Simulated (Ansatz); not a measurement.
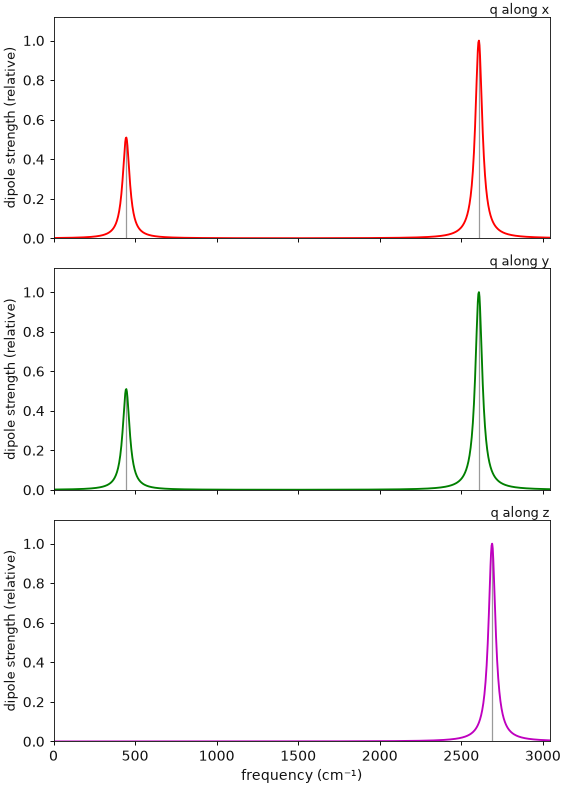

Plotted: polar optical modes, transverse and longitudinal, for each direction of approach to the zone centre for HCl, space group I4mm (No. 107). Lines are broadened by Lorentzians of 52 cm⁻¹ full width; each panel is scaled to its strongest line. Modes with imaginary frequency are left out of the spectrum.

The given structure:
```xyz
2
Lattice="-1.5393 1.5393 2.1849 1.5393 -1.5393 2.1849 1.5393 1.5393 -2.1849" Properties=species:S:1:pos:R:3 pbc="T T T"
H     0.0000    0.0000    2.9907
Cl    0.0000    0.0000    4.2980
```

Computed with Ansatz 0.2.0: optical phonons of an insulator on the approach to the zone centre along x, y and z with the field of polar modes, imaginary frequencies are negative, field response on a mesh refined by the program; plane waves with PAW datasets. Level: PBEsol, no spin polarisation.

```json
{"setting": "wave cutoff", "value": "420 eV"}
{"setting": "k mesh", "value": "8×8×8"}
{"setting": "occupations", "value": "fixed"}
{"setting": "pressure", "value": "22 GPa"}
```

Question: Where do the polar lines stronger than 2 % of the strongest lie for each direction?

Answer: Along x the polar lines lie at 445.5, 2607.3 cm⁻¹; along y the polar lines lie at 445.5, 2607.3 cm⁻¹; along z the polar lines lie at 2688.4 cm⁻¹.

Limits of the calculation: coarse k mesh.

The computed values:

| at | frequency (cm⁻¹) | degeneracy | dipole strength ((D/Å)²/amu) |
| --- | --- | --- | --- |
| x | −168.2 | 1 | 9.07 |
| x | 445.5 | 1 | 9.07 |
| x | 2607.3 | 1 | 17.8 |
| y | −168.2 | 1 | 9.07 |
| y | 445.5 | 1 | 9.07 |
| y | 2607.3 | 1 | 17.8 |
| z | −168.2 | 2 | 18.1 |
| z | 2688.4 | 1 | 17.8 |
